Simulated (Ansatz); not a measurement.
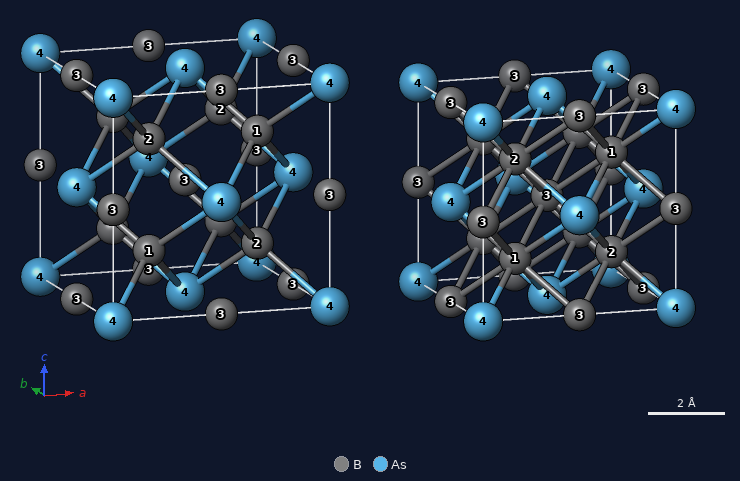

Two geometries of solid B$_{3}$As (a generated structure, set up in Fm-3m) (coarse preliminary run), drawn at one scale. One is the start of a relaxation, the other its converged end. A ball-and-stick model of the conventional cell (4 times the calculation's cell), seen slightly off an axis. Lengths and directions refer to the drawn axes.

These are results of DFT PBE, scalar-relativistic, plane waves, PAW in Ansatz, not measurements. (plane-wave cutoff 420 eV; k-point mesh 6 × 6 × 6; occupations gaussian; smearing width 0.1 eV; no spin polarisation; cell and atoms relaxed; force threshold 0.04 eV/Å; at most 70 steps)

Q: Which one is relaxed?

A: The right one is the relaxed one. Over 4 accepted moves (5 points after the start) the energy falls by 1.551 eV per cell of the calculation. All forces vanish by symmetry, so only the cell relaxes. The pressure goes from −21.51 to 0.00 GPa. The SCF was repeated once at an unchanged geometry on a basis and grid sized afresh for the cell, which shifted the energy by 4.5 meV per cell of the calculation at most. No atom moves by more than 0.005 Å relative to the cell. The volume changes by −29.5 %, with a = b = c 6.028 → 5.365 Å (−11.0 %). Some distances before and after: B3–As4 3.014 → 2.683 Å, B1–As4 2.610 → 2.323 Å, B1–B3 2.610 → 2.323 Å. The space group stays Fm-3m (No. 225). Cost: 16 s on 1 thread of Intel(R) Xeon(R) Processor @ 2.50GHz (Skylake/Cascade Lake) (shared host), peak memory 0.34 GiB.
